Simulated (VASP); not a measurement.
# Geometry relaxation, with input and output: Ag₂O (part 1 of 3)

System: Ag₂O (Pn-3m, 6 atoms in the cell).
Method: Kohn-Sham DFT of a periodic cell, RPBE, VASP PAW PBE potentials, recommended, no spin polarisation (VASP 6.6.1).

The structure derives from an entry of the Crystallography Open Database. It belongs to a series of runs on one base structure; here: xc = RPBE.

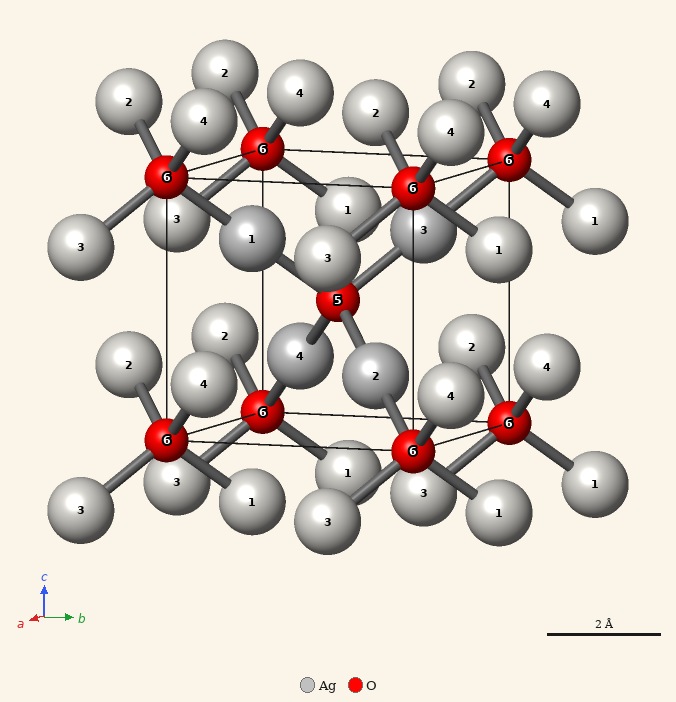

Fig. 1: The starting structure (ball-and-stick view of the cell of the calculation, seen slightly off an axis; neighbours outside the cell are drawn fainter; atoms are numbered from 1 in the order of the input). Near neighbours in the crystal (not all of them lie inside the picture): Ag has 2 O at 2.04 Å; O has 4 Ag at 2.04 Å.

INCAR
```
SYSTEM = Ag2O
  PREC = Accurate
  ENCUT = 600
  EDIFF = 1E-7
  ISMEAR = -1
  SIGMA = 0.05
  LREAL = .FALSE.
  LASPH = .TRUE.
  NELM = 60
  ALGO = Normal
  ISIF = 3
  LWAVE = .FALSE.
  LCHARG = .FALSE.
  GGA = RP
  IBRION = 2
  NSW = 60
  EDIFFG = -0.01
```

KPOINTS
```
regular mesh
0
G
  5 5 5
  0 0 0
```

POSCAR
```
Ag2O
1.0
    4.7180000000      0.0000000000      0.0000000000
    0.0000000000      4.7180000000      0.0000000000
    0.0000000000      0.0000000000      4.7180000000
Ag O
4 2
Direct
    0.7500000000      0.2500000000      0.7500000000
    0.7500000000      0.7500000000      0.2500000000
    0.2500000000      0.7500000000      0.7500000000
    0.2500000000      0.2500000000      0.2500000000
    0.5000000000      0.5000000000      0.5000000000
    0.0000000000      0.0000000000      0.0000000000
```

Launched with:
```bash
cat potpaw_PBE.64/Ag/POTCAR potpaw_PBE.64/O/POTCAR > POTCAR
mpirun -np 1 vasp_std > vasp.out
```

OSZICAR
```
N       E                     dE             d eps       ncg     rms          rms(c)
DAV:   1     0.419991313398E+03    0.41999E+03   -0.31693E+04   660   0.184E+03
DAV:   2     0.825671109099E+00   -0.41917E+03   -0.40779E+03   733   0.387E+02
DAV:   3    -0.224116677385E+02   -0.23237E+02   -0.23035E+02   727   0.900E+01
DAV:   4    -0.227039307946E+02   -0.29226E+00   -0.29189E+00   724   0.107E+01
DAV:   5    -0.227066832060E+02   -0.27524E-02   -0.27493E-02   756   0.102E+00    0.213E+01
DAV:   6    -0.189228866240E+02    0.37838E+01   -0.24098E+01   821   0.356E+01    0.126E+01
DAV:   7    -0.187000700027E+02    0.22282E+00   -0.21326E+00   685   0.122E+01    0.909E+00
DAV:   8    -0.188205320318E+02   -0.12046E+00   -0.15227E+00   726   0.674E+00    0.400E+00
DAV:   9    -0.186951927151E+02    0.12534E+00   -0.33830E-01   820   0.375E+00    0.118E+00
DAV:  10    -0.186901041070E+02    0.50886E-02   -0.57923E-02   675   0.133E+00    0.150E-01
DAV:  11    -0.186902119176E+02   -0.10781E-03   -0.91850E-04   770   0.173E-01    0.107E-01
DAV:  12    -0.186903061996E+02   -0.94282E-04   -0.17043E-04   706   0.113E-01    0.548E-02
DAV:  13    -0.186903032526E+02    0.29471E-05   -0.87837E-05   818   0.820E-02    0.180E-02
DAV:  14    -0.186903056228E+02   -0.23703E-05   -0.15557E-05   668   0.236E-02    0.118E-02
DAV:  15    -0.186903047171E+02    0.90572E-06   -0.48102E-06   714   0.135E-02    0.387E-03
DAV:  16    -0.186903047224E+02   -0.52896E-08   -0.31092E-07   537   0.439E-03
   1 F= -.18690305E+02 E0= -.18689119E+02  d E =-.186903E+02
       N       E                     dE             d eps       ncg     rms          rms(c)
DAV:   1    -0.311682123170E+02   -0.12478E+02   -0.21640E+02   673   0.118E+02    0.295E+01
DAV:   2    -0.196963559988E+02    0.11472E+02   -0.48636E+01   736   0.419E+01    0.118E+01
DAV:   3    -0.190740489593E+02    0.62231E+00   -0.25575E+00   895   0.148E+01    0.945E+00
DAV:   4    -0.190189164254E+02    0.55133E-01   -0.39680E-01   764   0.370E+00    0.606E+00
DAV:   5    -0.189761682098E+02    0.42748E-01   -0.83882E-02   671   0.212E+00    0.686E-01
DAV:   6    -0.189709122097E+02    0.52560E-02   -0.43163E-02   728   0.125E+00    0.187E-01
DAV:   7    -0.189711493564E+02   -0.23715E-03   -0.18294E-03   672   0.284E-01    0.756E-02
DAV:   8    -0.189711464216E+02    0.29348E-05   -0.16189E-04   777   0.703E-02    0.284E-02
DAV:   9    -0.189711700792E+02   -0.23658E-04   -0.43789E-05   693   0.401E-02    0.488E-03
DAV:  10    -0.189711707589E+02   -0.67972E-06   -0.47426E-06   857   0.165E-02    0.425E-03
DAV:  11    -0.189711711836E+02   -0.42475E-06   -0.12883E-06   788   0.904E-03    0.130E-03
DAV:  12    -0.189711713819E+02   -0.19821E-06   -0.26139E-07   575   0.253E-03    0.974E-04
DAV:  13    -0.189711713317E+02    0.50114E-07   -0.32675E-08   339   0.118E-03
   2 F= -.18971171E+02 E0= -.18969667E+02  d E =-.280867E+00
       N       E                     dE             d eps       ncg     rms          rms(c)
DAV:   1    -0.192868791943E+02   -0.31571E+00   -0.51071E+00   707   0.175E+01    0.393E+00
DAV:   2    -0.189864402847E+02    0.30044E+00   -0.13849E+00   757   0.774E+00    0.134E+00
DAV:   3    -0.189801024499E+02    0.63378E-02   -0.25169E-02   853   0.135E+00    0.900E-01
DAV:   4    -0.189789284100E+02    0.11740E-02   -0.42848E-03   723   0.469E-01    0.456E-01
DAV:   5    -0.189785253068E+02    0.40310E-03   -0.88108E-04   693   0.243E-01    0.375E-02
DAV:   6    -0.189785186788E+02    0.66280E-05   -0.31811E-04   740   0.100E-01    0.224E-02
DAV:   7    -0.189785197287E+02   -0.10500E-05   -0.18076E-05   725   0.253E-02    0.632E-03
DAV:   8    -0.189785214412E+02   -0.17125E-05   -0.26523E-06   682   0.996E-03    0.198E-03
DAV:   9    -0.189785215582E+02   -0.11704E-06   -0.17402E-07   456   0.247E-03    0.619E-04
DAV:  10    -0.189785216030E+02   -0.44761E-07   -0.33820E-08   333   0.109E-03
   3 F= -.18978522E+02 E0= -.18977046E+02  d E =-.288217E+00
```

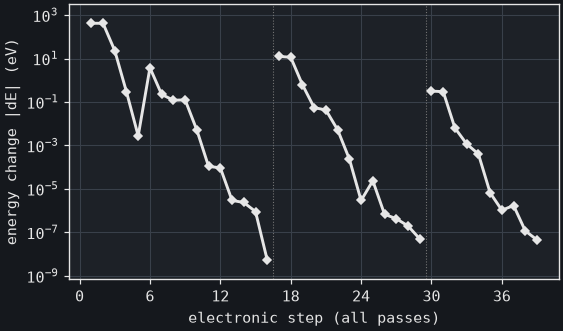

Fig. 2: Convergence of the self-consistent field: energy change |dE| against the electronic step. Each stretch between dotted lines is the SCF of one geometry step of a relaxation. The 3 ionic steps take 10 to 16 electronic steps each. The density is held fixed in the first few steps, and dE rises again when its update begins.

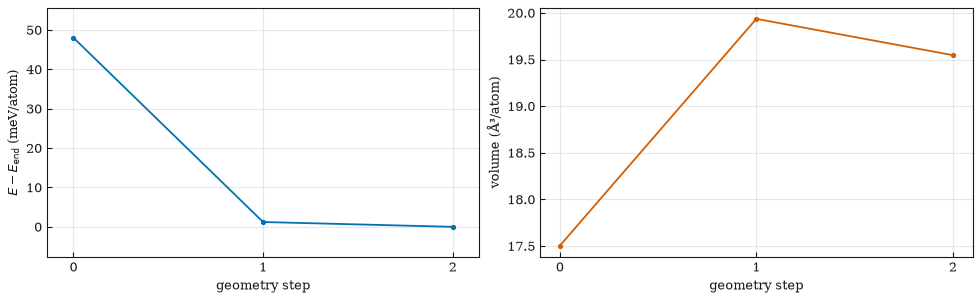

Fig. 3: Progress of the relaxation, step by step (steps are counted from 0).

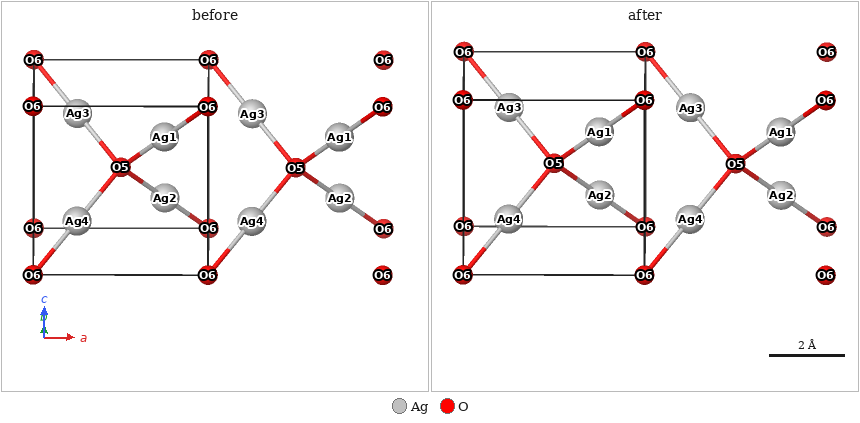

Fig. 4: Before (left) and after (right) the relaxation, at one scale (ball-and-stick view of the cell of the calculation, repeated 2 × 1 × 1, seen at an oblique angle). No atom moves by more than 0.005 Å relative to the cell. The drawn cell changes as follows: a = b = c 4.718 → 4.895 Å (+3.7 %); the volume changes by +11.7 %. Distances before and after: Ag1–O5 2.043 → 2.120 Å. The space group stays Pn-3m (No. 224). The energy falls by 48.0 meV per atom in 2 geometry steps. All forces vanish by symmetry, so only the cell relaxes. (Atoms are counted from 1 in the order of the input.)

Parts of OUTCAR
```
SYSTEM = Ag2O
   PREC = Accurate
   ENCUT = 600
   EDIFF = 1E-7
   ISMEAR = -1
   LREAL = .FALSE.
   LASPH = .TRUE.
   NELM = 60
   ISIF = 3
   GGA = RP
   IBRION = 2
   NSW = 60
   EDIFFG = -0.01

 ion  position               nearest neighbor table
   1  0.750  0.250  0.750-   5 2.04   6 2.04   4 3.34   2 3.34   3 3.34   2 3.34   4 3.34   2 3.34
                             3 3.34   2 3.34   3 3.34   4 3.34   4 3.34   3 3.34
   2  0.750  0.750  0.250-   5 2.04   6 2.04   4 3.34   1 3.34   3 3.34   1 3.34   3 3.34   1 3.34
                             4 3.34   1 3.34   3 3.34   4 3.34   3 3.34   4 3.34
   3  0.250  0.750  0.750-   5 2.04   6 2.04   4 3.34   1 3.34   2 3.34   2 3.34   4 3.34   1 3.34
                             4 3.34   4 3.34   1 3.34   2 3.34   2 3.34   1 3.34
   4  0.250  0.250  0.250-   5 2.04   6 2.04   3 3.34   1 3.34   2 3.34   1 3.34   3 3.34   2 3.34
                             3 3.34   3 3.34   1 3.34   2 3.34   1 3.34   2 3.34
   5  0.500  0.500  0.500-   1 2.04   2 2.04   3 2.04   4 2.04
   6  0.000  0.000  0.000-   1 2.04   2 2.04   3 2.04   4 2.04

  LATTYP: Found a simple cubic cell.
 ALAT       =     4.7180000000

  Lattice vectors:

 A1 = (   4.7180000000,   0.0000000000,   0.0000000000)
 A2 = (   0.0000000000,   4.7180000000,   0.0000000000)
 A3 = (   0.0000000000,   0.0000000000,   4.7180000000)

Analysis of symmetry for initial positions (statically):
=====================================================================
 Subroutine PRICEL returns:
 Original cell was already a primitive cell.

 Routine SETGRP: Setting up the symmetry group for a
 simple cubic supercell.

 Subroutine GETGRP returns: Found 48 space group operations
 (whereof 24 operations were pure point group operations)
 out of a pool of 48 trial point group operations.

The static configuration has the point symmetry T_d .
 The point group associated with its full space group is O_h .

Analysis of symmetry for dynamics (positions and initial velocities):
=====================================================================
 Subroutine PRICEL returns:
 Original cell was already a primitive cell.

 Routine SETGRP: Setting up the symmetry group for a
 simple cubic supercell.

 Subroutine GETGRP returns: Found 48 space group operations
 (whereof 24 operations were pure point group operations)
 out of a pool of 48 trial point group operations.

The dynamic configuration has the point symmetry T_d .
 The point group associated with its full space group is O_h .

 Subroutine INISYM returns: Found 48 space group operations
 (whereof 24 operations are pure point group operations),
 and found     1 'primitive' translations

----------------------------------------------------------------------------------------

                                     Primitive cell

  volume of cell :     105.0204

  direct lattice vectors                    reciprocal lattice vectors
     4.718000000  0.000000000  0.000000000     0.211954218  0.000000000  0.000000000
     0.000000000  4.718000000  0.000000000     0.000000000  0.211954218  0.000000000
     0.000000000  0.000000000  4.718000000     0.000000000  0.000000000  0.211954218

  length of vectors
     4.718000000  4.718000000  4.718000000     0.211954218  0.211954218  0.211954218

  position of ions in fractional coordinates (direct lattice)
     0.750000000  0.250000000  0.750000000
     0.750000000  0.750000000  0.250000000
     0.250000000  0.750000000  0.750000000
     0.250000000  0.250000000  0.250000000
     0.500000000  0.500000000  0.500000000
     0.000000000  0.000000000  0.000000000

  ion indices of the primitive-cell ions
   primitive index   ion index
                 1           1
                 2           2
                 3           3
                 4           4
                 5           5
                 6           6

----------------------------------------------------------------------------------------

 KPOINTS: regular mesh

Automatic generation of k-mesh.
 Grid dimensions read from file:
 generate k-points for:    5    5    5

 Generating k-lattice:

  Cartesian coordinates                     Fractional coordinates (reciprocal lattice)
     0.042390844  0.000000000  0.000000000     0.200000000  0.000000000  0.000000000
     0.000000000  0.042390844  0.000000000     0.000000000  0.200000000  0.000000000
     0.000000000  0.000000000  0.042390844     0.000000000  0.000000000  0.200000000

  Length of vectors
     0.042390844  0.042390844  0.042390844

  Shift w.r.t. Gamma in fractional coordinates (k-lattice)
     0.000000000  0.000000000  0.000000000

 Subroutine IBZKPT returns following result:
 ===========================================

 Found     10 irreducible k-points:

 Following reciprocal coordinates:
            Coordinates               Weight
  0.000000  0.000000  0.000000      1.000000
  0.200000  0.000000  0.000000      6.000000
  0.400000  0.000000  0.000000      6.000000
  0.200000  0.200000  0.000000     12.000000
  0.400000  0.200000  0.000000     24.000000
  0.400000  0.400000  0.000000     12.000000
  0.200000  0.200000  0.200000      8.000000
  0.400000  0.200000  0.200000     24.000000
  0.400000  0.400000  0.200000     24.000000
  0.400000  0.400000  0.400000      8.000000
```
